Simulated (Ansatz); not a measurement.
## Run report: AlNi₃, single-point calculation

- system: AlNi₃ (Fm-3m, 4 atoms in the cell)
- method: DFT PBEsol, scalar-relativistic, plane waves, PAW, no spin polarisation (Ansatz 0.2.0)

The structure derives from a Materials Project entry.

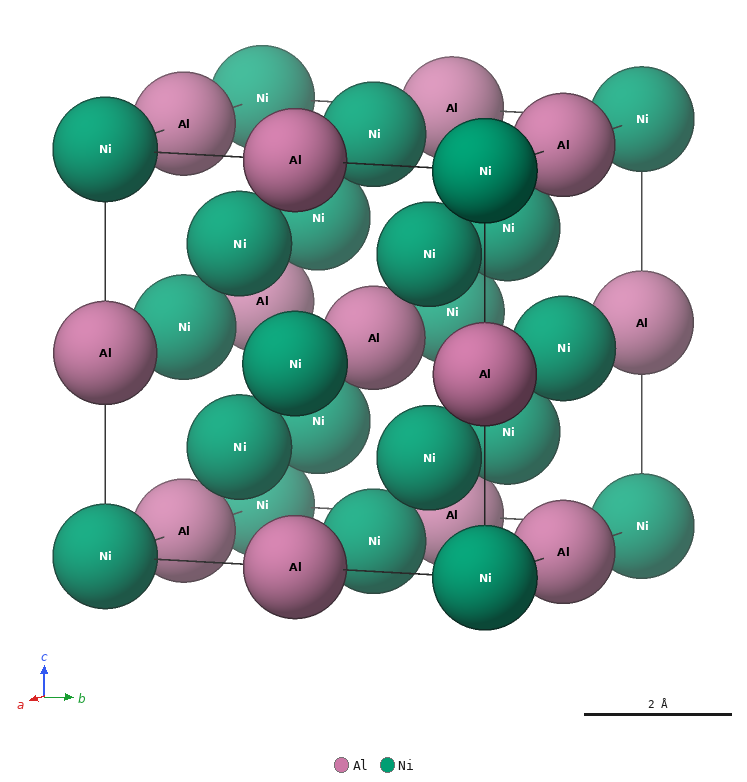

Figure 1. The structure (spheres-only view of the cell 4 times as large as that of the calculation, set on its symmetry axes, seen slightly off an axis). An atom can appear more than once, as a periodic image.

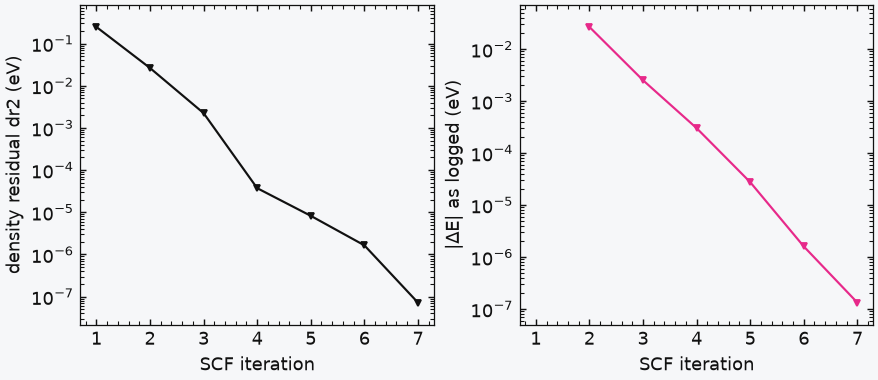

Figure 2. Convergence of the self-consistent field: density residual dr2 and size of the energy change against the SCF iteration. The residual falls at every step.

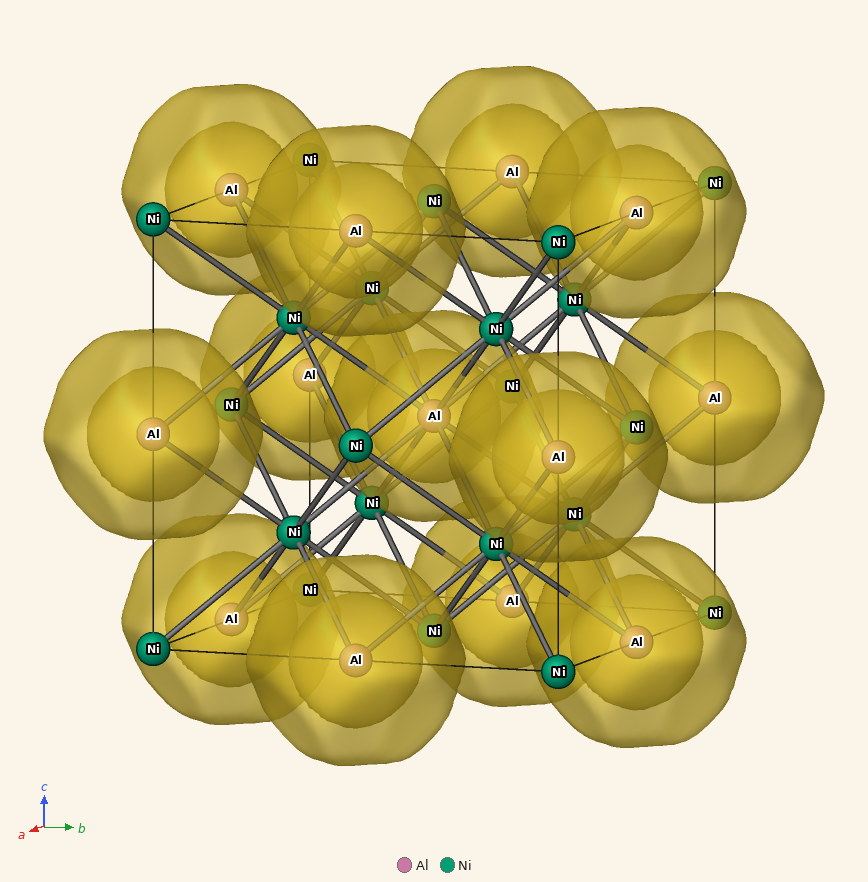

Figure 3. Isosurface of the ELF at 0.4 (yellow), seen slightly off an axis. Core shells and regions of very low density are left out. Sticks mark near contacts. The outline is the cell set on symmetry axes. Along the contacts the grid gives the following. Al–Ni (2.43 Å): the ELF is about 0.40 at the midpoint (nearly free electrons, as in a simple metal). Ni–Ni (2.43 Å): the ELF is about 0.25 at the midpoint; no shared electron pair. In a PAW calculation such maps are meaningful between the atoms, not at the nuclei.

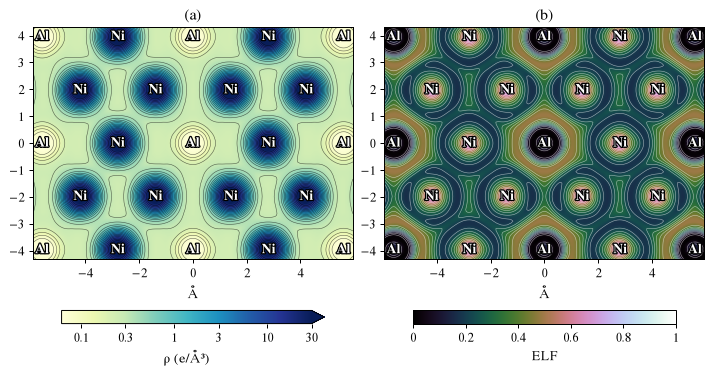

Figure 4. (a) valence charge density (pseudo); (b) electron localisation function on the (101) plane of the conventional cell. Al–Ni (2.43 Å): the density is about 0.32 e/Å³ at the midpoint; the ELF is about 0.40 at the midpoint, as expected for metallic bonding. Ni–Ni (2.43 Å): ρ at the midpoint is about 0.36 e/Å³; the ELF is about 0.25 at the midpoint (no shared electron pair). Away from the nuclei the density in this plane falls to 0.23 e/Å³ at its lowest. The strong features right at Ni lie inside the PAW spheres (semicore, d or f shells) and say nothing about bonding.

These pictures come from the run below.

Input file:
```yaml
crystal:
  lattice:
    - [0.0, 2.8018887551, 2.8018887551]
    - [2.8018887551, 0.0, 2.8018887551]
    - [2.8018887551, 2.8018887551, 0.0]
  atoms:
    - { symbol: Al, position: [0.5, 0.5, 0.5] }
    - { symbol: Ni, position: [0.25, 0.25, 0.25] }
    - { symbol: Ni, position: [0.0, 0.0, 0.0] }
    - { symbol: Ni, position: [0.75, 0.75, 0.75] }
basis:
  ecutwfc: 420
kpoints:
  mp_grid: { grid: [14, 14, 14] }
hamiltonian:
  xc: pbesol
scf:
  occupations: { method: gaussian, width: 0.1 }
output:
  forces: true
  stress: true
  eigenvalues: true
  populations: true
  write_density: true
  write_potential: true
  elf: true
  volumetric_format: npy
```

Launch command:
```bash
ansatz run input.yaml --threads 1 --pin off --max-ram 2560MiB --backend cpu --events-out ev --progress --plain --runs-dir out
```

Log:
```
Engine: ansatz 0.2.0, x86_64-unknown-linux-gnu
Pseudopotentials: kind: paw
Pseudopotential: Al, paw, valence charge 3, recommended cutoff 420 eV (normal), Al.paw.azcp
Pseudopotential: Ni, paw, valence charge 18, recommended cutoff 420 eV (normal), Ni.paw.azcp
Functional definition: PBEsol
  exchange = pbesol_x
  correlation = pbesol_c
Crystal: 4 atoms, lattice volume = 43.993 Å³
Basis set: ecut = 420 eV, 869 PW (Γ), exchange–correlation on 54×54×54 points (8 copies of the dense FFT grid, shifted against one another)
Bands: 35, of which v1, the nominal top of the filled ones, is band 29 counted from 1 (28 counted from 0)
Symmetry: 48 space group operations
Space group: Fm-3m (ITA 225), of the structure as read, at distance tolerance 3.5e-5 Å
k-points: 104 of 2744
Non-local potential: Al, projectors of the file, l = 0: 2, l = 1: 2, l = 2: 1
Non-local potential: Ni, projectors of the file, l = 0: 3, l = 1: 2, l = 2: 3, l = 3: 1
PAW form: soft (Blöchl's): semilocal exchange-correlation on the pseudo side does not see the compensation charge
PAW frozen core: Al, regenerated for the run's functional, and the local potential with it (the file was generated under x = pbe(κ = 0.804, μ = 0.2195149727645171), c = pbe(β = 0.06672455060314922))
PAW frozen core: Ni, regenerated for the run's functional, and the local potential with it (the file was generated under x = pbe(κ = 0.804, μ = 0.2195149727645171), c = pbe(β = 0.06672455060314922))
PAW one-centre angular grid: Al, 110 points (default); XC on 64 Gauss nodes
PAW one-centre angular grid: Ni, 590 points (default); XC on 64 Gauss nodes
Initial density: superposition of atomic densities (neutral atoms: chi_scale 0, normalization atom), corrected by the library's trained network
Initial wavefunctions: pseudopotential atomic-orbital guess
Functional: x = pbesol(κ = 0.804, μ = 0.12345679012345678), c = pbesol(β = 0.046)
SCF iter   1: F=—  HF=-17941.036388 eV  |F-HF|=—  |Δ(HF+E_count)|=         —  Δρ=2.93e-2  dr2=2.48e-1  ethr=1.77e-3  ⟨swp⟩=5.5  Hψ=12293  notcnv=0
preconditioner: auto → Kerker (q_TF=auto, 2.849 Å⁻¹)  [metal: Δε(μ)=0.012 eV  Ē_g=7.531 eV  σ=0.100 eV  W_gap=0.07  n_scr=14 (ndim 8)  ℏωp=32.2 eV  f_vac=0.001  D(μ)=2.58/eV (n_scr^D=26)]
SCF iter   2: F=—  HF=-17941.009730 eV  |F-HF|=—  |Δ(HF+E_count)|=   2.67e-2  Δρ=8.35e-3  dr2=2.64e-2  ethr=4.34e-4  ⟨swp⟩=2.0  Hψ=5005  notcnv=0  defer=133
SCF iter   3: F=—  HF=-17941.007213 eV  |F-HF|=—  |Δ(HF+E_count)|=   2.52e-3  Δρ=2.14e-3  dr2=2.25e-3  ethr=4.64e-5  ⟨swp⟩=1.2  Hψ=3528  notcnv=0  defer=133
SCF iter   4: F=—  HF=-17941.006911 eV  |F-HF|=—  |Δ(HF+E_count)|=   3.02e-4  Δρ=4.09e-4  dr2=3.74e-5  ethr=3.96e-6  ⟨swp⟩=2.2  Hψ=5378  notcnv=0  defer=133
SCF iter   5: F=—  HF=-17941.006938 eV  |F-HF|=—  |Δ(HF+E_count)|=   2.76e-5  Δρ=1.97e-4  dr2=8.26e-6  ethr=6.57e-8  ⟨swp⟩=2.0  Hψ=5586  notcnv=0  defer=133
SCF iter   6: F=—  HF=-17941.006937 eV  |F-HF|=—  |Δ(HF+E_count)|=   1.60e-6  Δρ=5.82e-5  dr2=1.65e-6  ethr=1.45e-8  ⟨swp⟩=1.2  Hψ=3798  notcnv=0  defer=133
SCF iter   7: F=-17941.006936 eV  HF=-17941.006936 eV  |F-HF|=6.38e-8  |Δ(HF+E_count)|=   1.33e-7  Δρ=1.21e-5  dr2=7.24e-8  ethr=1.75e-10  ⟨swp⟩=10.3  Hψ=24816  notcnv=0
SCF 1 converged in 7 iterations: F = -17941.006936 eV  dr2 = 7.24e-8
  greatest PAW one-centre occupation: 1.001 electrons in one spin orbital (limit 2), on the Ni atom at site 3 (counted from 0), in its partial waves of l = 1
SCF converged after 7 iterations
Free energy (F): -17941.006936 eV
Harris-Foulkes:  -17941.006936 eV  (|F-HF|=6.38e-8)
Internal energy: -17940.993511 eV  (E = F + TS)
E sigma→0 (E₀):  -17941.000224 eV
Entropy (-TS):   -0.013425 eV (-3.356 meV/atom)
Fermi energy:    16.297233 eV
--- Per-component energies (eV) ---
  E_band       = -905.396106
  E_kinetic    = 881.011876
  E_local      = -11857.575676  (includes V_loc(G=0)·N_el)
  E_nonlocal   = 1925.450577
  E_hartree    = 5045.926026
  E_xc         = -295.488435
  E_vxc        = -360.608384  (∫ρ·V_xc dr)
  E_paw        = -5245.795285  (= ΣΔE_a)
  E_vpaw       = -1585.536208  (= ΣTr[D̂ρ^β])
  E_aug_tail   = 0.001513  (compensation charges beyond the density's cutoff)
  E_ewald      = -8395.135113
  E_core_change = 0.611006  (= ΣΔE_core)
  E_smearing   = -0.013425  (= −TS)
  E_closure    = -0.000000  (closes the sum)
  Σ components = -17941.006936   (vs F -17941.006936, Δ=0.00e0)
--- Forces (eV/Å), atoms counted from 1 ---
  atom   1  Al    -0.00000000     0.00000000     0.00000000
  atom   2  Ni    -0.00000000    -0.00000000     0.00000000
  atom   3  Ni     0.00000000     0.00000000    -0.00000000
  atom   4  Ni    -0.00000000     0.00000000    -0.00000000
  max |Σ_I F_I| component: 5.55e-17 eV/Å
--- Stress (GPa, compression-positive) ---
       -0.740635      -0.000000       0.000000
        0.000000      -0.740635      -0.000000
       -0.000000      -0.000000      -0.740635
  P = ⅓ Tr σ = -0.7406 GPa (-7.406 kbar)
--- Band table (eV; the first three rows and the last of 104) ---
  k-point 0: bands = ["-86.4216", "-86.4129", "-86.1832", "-46.9866", "-46.9866", "-46.9866", "-46.9749", "-46.9749", "-46.9749", "-46.7251", "-46.7251", "-46.7251", "6.0353", "12.6645", "12.6645", "12.7904", "12.7904", "12.7904", "13.8901", "13.8901", "13.8901", "15.3892", "15.3892", "15.3892", "15.7438", "15.7438", "15.7884", "15.7884", "21.7118", "21.7118", "21.7118", "22.2104", "22.2104", "22.2104", "23.4191"]
  k-point 1: bands = ["-86.4215", "-86.4130", "-86.1833", "-46.9885", "-46.9870", "-46.9870", "-46.9747", "-46.9747", "-46.9727", "-46.7254", "-46.7249", "-46.7249", "6.1114", "12.6274", "12.6274", "12.7482", "12.8687", "12.8687", "13.8795", "13.8818", "13.8818", "15.3184", "15.3405", "15.3405", "15.7642", "15.7642", "15.7811", "15.7811", "20.7097", "21.4440", "21.4440", "22.4769", "22.4959", "22.4959", "23.7948"]
  k-point 2: bands = ["-86.4210", "-86.4133", "-86.1835", "-46.9915", "-46.9879", "-46.9879", "-46.9744", "-46.9744", "-46.9690", "-46.7263", "-46.7242", "-46.7242", "6.3383", "12.5971", "12.5971", "12.6198", "13.0172", "13.0172", "13.8187", "13.8599", "13.8599", "15.1449", "15.2197", "15.2197", "15.7563", "15.7563", "15.8066", "15.8066", "19.4149", "21.0955", "21.0955", "22.3743", "22.7359", "22.7359", "24.2286"]
  k-point 103: bands = ["-86.4164", "-86.4160", "-86.1854", "-47.0142", "-46.9926", "-46.9909", "-46.9804", "-46.9568", "-46.9562", "-46.7297", "-46.7244", "-46.7164", "10.2311", "11.0962", "11.5211", "11.9715", "13.5474", "13.6936", "13.8202", "13.8734", "14.1863", "14.3067", "14.8096", "14.8895", "15.6444", "15.6500", "15.7369", "15.8013", "16.1817", "16.2618", "16.2930", "23.0858", "23.2441", "24.6771", "24.7494"]
--- Löwdin populations: 4 sites ---
  site symbol       q [e]
     0     Al      3.6789
     1     Ni     17.5852
     2     Ni     17.6112
     3     Ni     17.5852
  spilling = 0.009465 (of n_electrons = 57.000000)
```

File populations.tsv:
```
# site	symbol	l	j	q
# orbitals = lowdin
# n_electrons = 57.000000
# spilling = 0.009465
0	Al	0_3S	-	1.127554
0	Al	1_3P	-	2.551383
1	Ni	0_3S	-	1.984905
1	Ni	0_4S	-	0.634693
1	Ni	1_3P	-	5.993084
1	Ni	2_3D	-	8.972476
2	Ni	0_3S	-	1.991594
2	Ni	0_4S	-	0.716410
2	Ni	1_3P	-	5.996590
2	Ni	2_3D	-	8.906628
3	Ni	0_3S	-	1.984905
3	Ni	0_4S	-	0.634693
3	Ni	1_3P	-	5.993084
3	Ni	2_3D	-	8.972476
```

Results in brief:

| quantity | value |
| --- | --- |
| outcome | converged |
| space group (tolerance 0.01 Å) | Fm-3m (225) |
| electrons treated | 57 |
| free energy | −17941.0069 eV |
| Fermi energy | 16.297 eV |
| gap on the k-point mesh | none (metallic) |
| pressure | −0.74 GPa |
| largest force (length of the vector) | under 0.001 eV/Å |
| hardware | 1 thread of Intel Xeon @ 2.70GHz, 189 GiB of memory available, shared host |
| wall time | 8.9 s |
| peak memory | 0.43 GiB |

Notes:

The run has no spin polarisation, so a magnetic state may lie lower.
